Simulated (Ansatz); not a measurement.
## GaO: geometry relaxation (part 2 of 2)

GaO (P-6m2, 8 atoms in the cell); DFT PBEsol, scalar-relativistic, plane waves, PAW, no spin polarisation (Ansatz 0.2.0); cutoff 420 eV, 6×6×2 k-mesh, Gaussian smearing of 0.1 eV. 

Geometry of the input (Å; fractional positions):
```
3.0748  0.0000  0.0000
-1.5374  2.6629  0.0000
0.0000  0.0000  13.0773
Ga 0.3333  0.6667  0.4250
Ga 0.3333  0.6667  0.5750
Ga 0.0000  0.0000  0.0750
Ga 0.0000  0.0000  0.9250
O  0.6667  0.3333  0.1500
O  0.6667  0.3333  0.8500
O  0.0000  0.0000  0.3500
O  0.0000  0.0000  0.6500
```

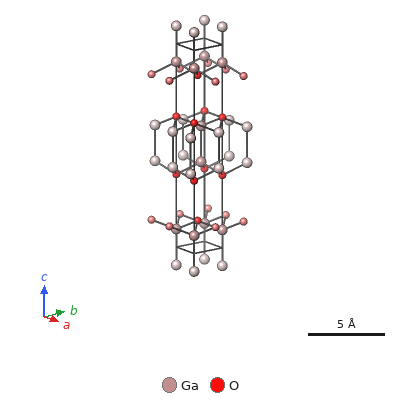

Fig. 1: The geometry at step 3 of the log (ball-and-stick view of the cell of the calculation, seen slightly off an axis; neighbours outside the cell are drawn fainter).

What the program printed, continued:
```
SCF iter   1: F=—  HF=-17217.855469 eV  |F-HF|=—  |Δ(HF+E_count)|=         —  Δρ=4.27e-3  dr2=6.57e-3  ethr=8.44e-6  ⟨swp⟩=1.8  Hψ=2806  notcnv=0
preconditioner: auto → Resta (q_TF=auto, 2.571 Å⁻¹)  ε∞=4.5  [insulator: Δε(μ)=1.288 eV  Ē_g=16.549 eV  σ=0.100 eV  W_gap=1.00  n_scr=40 (ndim 8)  ℏωp=31.1 eV  f_vac=0.112  D(μ)=0.00/eV (n_scr^D=0)  ε∞_Penn≈4.5]
SCF iter   2: F=—  HF=-17217.853770 eV  |F-HF|=—  |Δ(HF+E_count)|=   1.70e-3  Δρ=2.02e-3  dr2=1.33e-3  ethr=8.44e-6  ⟨swp⟩=2.0  Hψ=1091  notcnv=0
SCF iter   3: F=—  HF=-17217.853599 eV  |F-HF|=—  |Δ(HF+E_count)|=   1.71e-4  Δρ=2.27e-4  dr2=4.74e-5  ethr=1.75e-6  ⟨swp⟩=2.0  Hψ=1020  notcnv=0
SCF iter   4: F=—  HF=-17217.853527 eV  |F-HF|=—  |Δ(HF+E_count)|=   7.20e-5  Δρ=1.28e-4  dr2=1.62e-5  ethr=6.24e-8  ⟨swp⟩=2.0  Hψ=1150  notcnv=0
SCF iter   5: F=—  HF=-17217.853532 eV  |F-HF|=—  |Δ(HF+E_count)|=   5.05e-6  Δρ=3.02e-5  dr2=1.11e-6  ethr=2.13e-8  ⟨swp⟩=2.0  Hψ=1122  notcnv=0
SCF iter   6: F=-17217.853533 eV  HF=-17217.853533 eV  |F-HF|=3.15e-7  |Δ(HF+E_count)|=   1.13e-6  Δρ=2.31e-5  dr2=5.51e-7  ethr=1.05e-9  ⟨swp⟩=6.8  Hψ=2782  notcnv=0
SCF 5 converged in 6 iterations: F = -17217.853533 eV  dr2 = 5.51e-7
relax step   5: F+E_penalty+E_count = -17217.85353264 eV  Δ(F+E_penalty+E_count) = -8.367e-3 eV  max|allowed force component| = 1.188e-1 eV/Å  Δτ_max = 0.0169 Å  P = +0.724 GPa  Ω = 108.648 Å³  energy of the carried Pulay correction = -5.585e-3 eV  (6 SCF iters, dr2 threshold 8.00e-7 eV, accepted)
Crystal: 8 atoms, lattice volume = 108.470 Å³
iter 1 solved again at ethr=7.54e-6 eV; its pass at ethr=3.10e-3 eV (dr2=5.73e-3 eV) is discarded
SCF iter   1: F=—  HF=-17217.860059 eV  |F-HF|=—  |Δ(HF+E_count)|=         —  Δρ=3.88e-3  dr2=5.51e-3  ethr=7.54e-6  ⟨swp⟩=2.8  Hψ=2638  notcnv=0
preconditioner: auto → Resta (q_TF=auto, 2.571 Å⁻¹)  ε∞=4.5  [insulator: Δε(μ)=1.231 eV  Ē_g=16.504 eV  σ=0.100 eV  W_gap=1.00  n_scr=40 (ndim 8)  ℏωp=31.1 eV  f_vac=0.101  D(μ)=0.00/eV (n_scr^D=0)  ε∞_Penn≈4.5]
SCF iter   2: F=—  HF=-17217.858702 eV  |F-HF|=—  |Δ(HF+E_count)|=   1.36e-3  Δρ=1.69e-3  dr2=9.91e-4  ethr=7.25e-6  ⟨swp⟩=2.0  Hψ=824  notcnv=0
SCF iter   3: F=—  HF=-17217.858588 eV  |F-HF|=—  |Δ(HF+E_count)|=   1.14e-4  Δρ=6.16e-4  dr2=1.58e-4  ethr=1.30e-6  ⟨swp⟩=2.1  Hψ=1085  notcnv=0
SCF iter   4: F=—  HF=-17217.858583 eV  |F-HF|=—  |Δ(HF+E_count)|=   5.41e-6  Δρ=1.18e-4  dr2=1.66e-5  ethr=2.08e-7  ⟨swp⟩=2.1  Hψ=1114  notcnv=0
SCF iter   5: F=—  HF=-17217.858594 eV  |F-HF|=—  |Δ(HF+E_count)|=   1.09e-5  Δρ=6.05e-5  dr2=3.83e-6  ethr=2.18e-8  ⟨swp⟩=2.0  Hψ=1120  notcnv=0
SCF iter   6: F=-17217.858592 eV  HF=-17217.858592 eV  |F-HF|=5.05e-7  |Δ(HF+E_count)|=   2.07e-6  Δρ=1.80e-5  dr2=4.51e-7  ethr=1.05e-9  ⟨swp⟩=3.1  Hψ=2808  notcnv=0
SCF 6 converged in 6 iterations: F = -17217.858592 eV  dr2 = 4.51e-7
relax step   6: F+E_penalty+E_count = -17217.85859220 eV  Δ(F+E_penalty+E_count) = -5.060e-3 eV  max|allowed force component| = 1.080e-2 eV/Å  Δτ_max = 0.0202 Å  P = -0.041 GPa  Ω = 108.470 Å³  energy of the carried Pulay correction = -4.958e-3 eV  (6 SCF iters, dr2 threshold 8.00e-7 eV, accepted)
Initial wavefunctions: pseudopotential atomic-orbital guess (no wavefunctions were taken with the density)
iter 1 solved again at ethr=7.95e-8 eV; its pass at ethr=3.10e-3 eV (dr2=6.04e-5 eV) is discarded
SCF iter   1: F=—  HF=-17217.863141 eV  |F-HF|=—  |Δ(HF+E_count)|=         —  Δρ=4.78e-4  dr2=1.19e-5  ethr=7.95e-8  ⟨swp⟩=3.4  Hψ=4089  notcnv=0
preconditioner: auto → Resta (q_TF=auto, 2.571 Å⁻¹)  ε∞=4.6  [insulator: Δε(μ)=1.253 eV  Ē_g=16.496 eV  σ=0.100 eV  W_gap=1.00  n_scr=40 (ndim 8)  ℏωp=31.1 eV  f_vac=0.102  D(μ)=0.00/eV (n_scr^D=0)  ε∞_Penn≈4.6]
SCF iter   2: F=—  HF=-17217.864807 eV  |F-HF|=—  |Δ(HF+E_count)|=   1.67e-3  Δρ=2.42e-4  dr2=3.49e-6  ethr=1.56e-8  ⟨swp⟩=2.1  Hψ=1175  notcnv=0
SCF iter   3: F=—  HF=-17217.865308 eV  |F-HF|=—  |Δ(HF+E_count)|=   5.00e-4  Δρ=7.70e-5  dr2=4.89e-7  ethr=4.59e-9  ⟨swp⟩=2.0  Hψ=957  notcnv=0
SCF iter   4: F=—  HF=-17217.865359 eV  |F-HF|=—  |Δ(HF+E_count)|=   5.13e-5  Δρ=4.28e-6  dr2=1.91e-8  ethr=6.44e-10  ⟨swp⟩=2.0  Hψ=1176  notcnv=0
SCF iter   5: F=-17217.865359 eV  HF=-17217.865359 eV  |F-HF|=1.44e-8  |Δ(HF+E_count)|=   1.07e-8  Δρ=2.06e-6  dr2=4.94e-9  ethr=1.05e-11  ⟨swp⟩=5.5  Hψ=2483  notcnv=0
SCF 7 converged in 5 iterations: F = -17217.865359 eV  dr2 = 4.94e-9
relax step   7: F+E_penalty+E_count = -17217.86535887 eV  Δ(F+E_penalty+E_count) = -6.767e-3 eV  max|allowed force component| = 1.012e-2 eV/Å  Δτ_max = 0.0000 Å  P = +0.019 GPa  Ω = 108.470 Å³  stress off target by 1.02e-1 GPa  SCF on the basis re-selected at this cell (its energy is not comparable with the rows above)  (5 SCF iters)
basis re-selected at this cell: Δ(F+E_penalty+E_count) = -6.767e-3 eV, ΔP = +0.060 GPa vs the last step (what re-selecting the basis moved, of the pressure what is left beyond the Pulay correction that the steps carried, after the strain that the cell walked since its last selection, with what the two solves' SCF thresholds leave and, on support functions, any second-order correction that the steps lacked; it is no measure of the basis error at this ecutwfc). This SCF's stress stands 1.02e-1 GPa from its target on what of the cell is left free (relax.cell.stress_tol is 5.00e-1 GPa) and its largest allowed force component is 1.01e-2 eV/Å (relax.f_tol is 5.00e-2 eV/Å): within both
SCF converged after 5 iterations
Free energy (F): -17217.865359 eV
Harris-Foulkes:  -17217.865359 eV  (|F-HF|=1.44e-8)
Internal energy: -17217.865359 eV  (E = F + TS)
E sigma→0 (E₀):  -17217.865359 eV
Fermi energy:    7.458103 eV
--- Per-component energies (eV) ---
  E_band       = -266.018421
  E_kinetic    = 1160.842035
  E_local      = -9669.239698  (includes V_loc(G=0)·N_el)
  E_nonlocal   = 1911.330653
  E_hartree    = 4372.582278
  E_xc         = -561.963408
  E_vxc        = -602.307868  (∫ρ·V_xc dr)
  E_paw        = -8421.544558  (= ΣΔE_a)
  E_vpaw       = -1811.817383  (= ΣTr[D̂ρ^β])
  E_aug_tail   = 0.009472  (compensation charges beyond the density's cutoff)
  E_ewald      = -6013.475196
  E_core_change = 3.593063  (= ΣΔE_core)
  E_smearing   = -0.000000  (= −TS)
  E_closure    = 0.000000  (closes the sum)
  Σ components = -17217.865359   (vs F -17217.865359, Δ=0.00e0)
--- Forces (eV/Å), atoms counted from 1 ---
  atom   1  Ga    -0.00000000     0.00000000     0.00886865
  atom   2  Ga    -0.00000000     0.00000000    -0.00886865
  atom   3  Ga     0.00000000     0.00000000    -0.00994549
  atom   4  Ga     0.00000000     0.00000000     0.00994549
  atom   5  O      0.00000000     0.00000000     0.01011591
  atom   6  O      0.00000000     0.00000000    -0.01011591
  atom   7  O      0.00000000     0.00000000    -0.00981927
  atom   8  O      0.00000000     0.00000000     0.00981927
  max |Σ_I F_I| component: 4.44e-16 eV/Å
--- Stress (GPa, compression-positive) ---
       -0.022500      -0.000000       0.000000
       -0.000000      -0.022500      -0.000000
        0.000000      -0.000000       0.101939
  P = ⅓ Tr σ = 0.0190 GPa (0.190 kbar)
--- Band table (eV; the first three rows and the last of 14) ---
  k-point 0: bands = ["-12.1369", "-12.0617", "-11.9891", "-11.9113", "-6.9905", "-6.9905", "-6.9494", "-6.9494", "-6.9039", "-6.9039", "-6.8630", "-6.8630", "-6.8587", "-6.7634", "-6.6911", "-6.6911", "-6.6026", "-6.6026", "-6.5475", "-6.5475", "-6.4620", "-6.4589", "-6.4589", "-6.3618", "-0.1501", "0.0973", "2.9262", "3.6724", "4.6628", "4.6628", "4.7023", "4.7023", "4.7552", "4.7552", "4.7952", "4.7952", "5.5556", "6.7342", "8.0769", "9.0598", "11.2902", "11.7160", "15.6469", "16.5837", "17.3441", "17.3441"]
  k-point 1: bands = ["-12.1248", "-12.0882", "-11.9614", "-11.9246", "-6.9906", "-6.9906", "-6.9495", "-6.9495", "-6.9040", "-6.9040", "-6.8630", "-6.8630", "-6.8570", "-6.7668", "-6.6912", "-6.6912", "-6.6026", "-6.6026", "-6.5475", "-6.5475", "-6.4590", "-6.4590", "-6.4562", "-6.3661", "-0.0791", "0.0130", "3.2161", "3.3065", "4.6641", "4.6641", "4.6973", "4.6973", "4.7595", "4.7595", "4.7927", "4.7927", "6.0692", "6.1554", "8.5867", "8.6667", "11.4769", "11.5604", "15.9694", "16.0414", "17.3509", "17.3509"]
  k-point 2: bands = ["-11.9710", "-11.9086", "-11.8340", "-11.7699", "-6.9712", "-6.9343", "-6.8901", "-6.8890", "-6.8837", "-6.8474", "-6.8037", "-6.8024", "-6.8008", "-6.7123", "-6.7010", "-6.6910", "-6.6155", "-6.6026", "-6.5843", "-6.5527", "-6.4958", "-6.4643", "-6.3753", "-6.2789", "0.2269", "0.3990", "2.9118", "3.0152", "3.3562", "3.4953", "3.6795", "4.3291", "4.3498", "4.4145", "4.4576", "4.5226", "6.1754", "6.8247", "9.4891", "10.1235", "12.1341", "12.7735", "14.6811", "14.7791", "15.5624", "16.5720"]
  k-point 13: bands = ["-11.4071", "-11.3849", "-11.3265", "-11.3042", "-6.9133", "-6.8364", "-6.8251", "-6.7820", "-6.7478", "-6.7465", "-6.7010", "-6.6938", "-6.6609", "-6.6599", "-6.6149", "-6.6137", "-6.5735", "-6.5269", "-6.4411", "-6.3518", "-5.9900", "-5.9011", "-5.8945", "-5.8056", "0.1710", "0.2479", "0.7281", "0.8069", "1.4889", "1.5782", "1.8845", "1.9692", "4.0538", "4.1485", "4.4954", "4.6024", "6.6972", "6.8060", "10.3974", "10.4801", "12.3827", "12.4890", "13.6141", "13.7073", "14.6597", "14.7420"]
--- Relaxed structure (6 steps of the walk, 6 accepted, 1 SCFs on fresh bases) ---
  F+E_penalty+E_count = -17217.86535887 eV   max|allowed force component| = 1.012e-2 eV/Å   (the final SCF, on the basis selected at the relaxed cell)
  cell:  # Å, volume = 108.4698 Å³
    - [3.0608126997538894, 2.873588069420816e-11, -1.3302306853082471e-33]
    - [-1.530406349901831, 2.650741554198532, 1.2411221258529056e-33]
    - [-5.657480587835952e-33, 2.8287402939179767e-33, 13.369181526119707]
  atoms:
    - { symbol: Ga, position: [0.33333333333333337, 0.6666666666666667, 0.407493542286019] }
    - { symbol: Ga, position: [0.33333333333333337, 0.6666666666666667, 0.592506457713981] }
    - { symbol: Ga, position: [1.7111532841519753e-32, 8.751339618905426e-33, 0.09251346946015002] }
    - { symbol: Ga, position: [1.6436498380535725e-32, 7.401270696959323e-33, 0.9074865305398502] }
    - { symbol: O, position: [0.6666666666666667, 0.33333333333333326, 0.1469394212804492] }
    - { symbol: O, position: [0.6666666666666667, 0.33333333333333326, 0.8530605787195508] }
    - { symbol: O, position: [-2.1735826905622234e-32, -1.0149625288021338e-32, 0.35295812297684115] }
    - { symbol: O, position: [-3.234301419923488e-32, -1.2656896142962706e-32, 0.6470418770231592] }
```

Trajectory as extended XYZ (Å, eV, eV/Å), 7 frames, from step=1 to step=7:
```
8
Lattice="3.0748 0.0000 0.0000 -1.5374 2.6629 0.0000 0.0000 0.0000 13.0773" Properties=species:S:1:pos:R:3:forces:R:3 step=1 energy=-17213.34238 pressure_GPa=3.69
Ga    0.0000    1.7753    5.5578    0.0000   0.0000 -10.9205
Ga    0.0000    1.7753    7.5194    0.0000   0.0000  10.9205
Ga    0.0000    0.0000    0.9808    0.0000   0.0000  10.9243
Ga    0.0000    0.0000   12.0965    0.0000   0.0000 -10.9243
O     1.5374    0.8876    1.9616    0.0000   0.0000  -2.6561
O     1.5374    0.8876   11.1157    0.0000   0.0000   2.6561
O     0.0000    0.0000    4.5770    0.0000   0.0000   2.6519
O     0.0000    0.0000    8.5002    0.0000   0.0000  -2.6519
8
Lattice="3.1542 0.0000 0.0000 -1.5771 2.7316 0.0000 0.0000 0.0000 13.2750" Properties=species:S:1:pos:R:3:forces:R:3 step=2 energy=-17217.30474 pressure_GPa=-6.77
Ga    0.0000    1.8211    5.4802    0.0000   0.0000  -2.1672
Ga    0.0000    1.8211    7.7948    0.0000   0.0000   2.1672
Ga    0.0000    0.0000    1.1573    0.0000   0.0000   2.1806
Ga    0.0000    0.0000   12.1177    0.0000   0.0000  -2.1806
O     1.5771    0.9105    1.9241    0.0000   0.0000  -0.8530
O     1.5771    0.9105   11.3510    0.0000   0.0000   0.8530
O     0.0000    0.0000    4.7132    0.0000   0.0000   0.8391
O     0.0000    0.0000    8.5618    0.0000   0.0000  -0.8391
8
Lattice="3.0741 0.0000 0.0000 -1.5371 2.6622 0.0000 0.0000 0.0000 13.6115" Properties=species:S:1:pos:R:3:forces:R:3 step=3 energy=-17217.79839 pressure_GPa=-0.40
Ga    0.0000    1.7748    5.6042    0.0000   0.0000  -0.5788
Ga    0.0000    1.7748    8.0073    0.0000   0.0000   0.5788
Ga    0.0000    0.0000    1.2016    0.0000   0.0000   0.5742
Ga    0.0000    0.0000   12.4099    0.0000   0.0000  -0.5742
O     1.5371    0.8874    1.9303    0.0000   0.0000  -0.0322
O     1.5371    0.8874   11.6812    0.0000   0.0000   0.0322
O     0.0000    0.0000    4.8740    0.0000   0.0000   0.0378
O     0.0000    0.0000    8.7375    0.0000   0.0000  -0.0378
8
Lattice="3.0482 0.0000 0.0000 -1.5241 2.6398 0.0000 0.0000 0.0000 13.5040" Properties=species:S:1:pos:R:3:forces:R:3 step=4 energy=-17217.84517 pressure_GPa=1.25
Ga    0.0000    1.7599    5.5320    0.0000   0.0000  -0.2118
Ga    0.0000    1.7599    7.9721    0.0000   0.0000   0.2118
Ga    0.0000    0.0000    1.2201    0.0000   0.0000   0.2136
Ga    0.0000    0.0000   12.2840    0.0000   0.0000  -0.2136
O     1.5241    0.8799    1.9555    0.0000   0.0000   0.0269
O     1.5241    0.8799   11.5485    0.0000   0.0000  -0.0269
O     0.0000    0.0000    4.7956    0.0000   0.0000  -0.0286
O     0.0000    0.0000    8.7085    0.0000   0.0000   0.0286
8
Lattice="3.0594 0.0000 0.0000 -1.5297 2.6495 0.0000 0.0000 0.0000 13.4034" Properties=species:S:1:pos:R:3:forces:R:3 step=5 energy=-17217.85353 pressure_GPa=0.72
Ga    0.0000    1.7663    5.4734    0.0000   0.0000  -0.0239
Ga    0.0000    1.7663    7.9300    0.0000   0.0000   0.0239
Ga    0.0000    0.0000    1.2283    0.0000   0.0000   0.0106
Ga    0.0000    0.0000   12.1751    0.0000   0.0000  -0.0106
O     1.5297    0.8832    1.9488    0.0000   0.0000   0.1188
O     1.5297    0.8832   11.4546    0.0000   0.0000  -0.1188
O     0.0000    0.0000    4.7504    0.0000   0.0000  -0.1040
O     0.0000    0.0000    8.6530    0.0000   0.0000   0.1040
8
Lattice="3.0608 0.0000 0.0000 -1.5304 2.6507 0.0000 0.0000 0.0000 13.3692" Properties=species:S:1:pos:R:3:forces:R:3 step=6 energy=-17217.85859 pressure_GPa=-0.04
Ga    0.0000    1.7672    5.4479    0.0000   0.0000   0.0091
Ga    0.0000    1.7672    7.9213    0.0000   0.0000  -0.0091
Ga    0.0000    0.0000    1.2368    0.0000   0.0000  -0.0100
Ga    0.0000    0.0000   12.1324    0.0000   0.0000   0.0100
O     1.5304    0.8836    1.9645    0.0000   0.0000   0.0108
O     1.5304    0.8836   11.4047    0.0000   0.0000  -0.0108
O     0.0000    0.0000    4.7188    0.0000   0.0000  -0.0104
O     0.0000    0.0000    8.6504    0.0000   0.0000   0.0104
8
Lattice="3.0608 0.0000 0.0000 -1.5304 2.6507 0.0000 0.0000 0.0000 13.3692" Properties=species:S:1:pos:R:3:forces:R:3 step=7 energy=-17217.86536 pressure_GPa=0.02
Ga    0.0000    1.7672    5.4479    0.0000   0.0000   0.0089
Ga    0.0000    1.7672    7.9213    0.0000   0.0000  -0.0089
Ga    0.0000    0.0000    1.2368    0.0000   0.0000  -0.0099
Ga    0.0000    0.0000   12.1324    0.0000   0.0000   0.0099
O     1.5304    0.8836    1.9645    0.0000   0.0000   0.0101
O     1.5304    0.8836   11.4047    0.0000   0.0000  -0.0101
O     0.0000    0.0000    4.7188    0.0000   0.0000  -0.0098
O     0.0000    0.0000    8.6504    0.0000   0.0000   0.0098
```

Summary:

- outcome: converged
- space group (tolerance 0.01 Å): P-6m2 (187)
- electrons treated: 76
- free energy: −17217.8654 eV
- Fermi energy: 7.458 eV
- gap on the k-point mesh: 1.25 eV
- pressure: 0.02 GPa
- final volume: 108.47 Å³
- largest force (length of the vector) at the end: 0.010 eV/Å
- final cell: a = 3.061 Å, b = 3.061 Å, c = 13.369 Å, α = 90.00°, β = 90.00°, γ = 120.00°
- hardware: 4 threads of Arm Neoverse V2, 24 GiB of memory available, shared host
- wall time: 12 s (CPU time 45 s)
- peak memory: 0.44 GiB
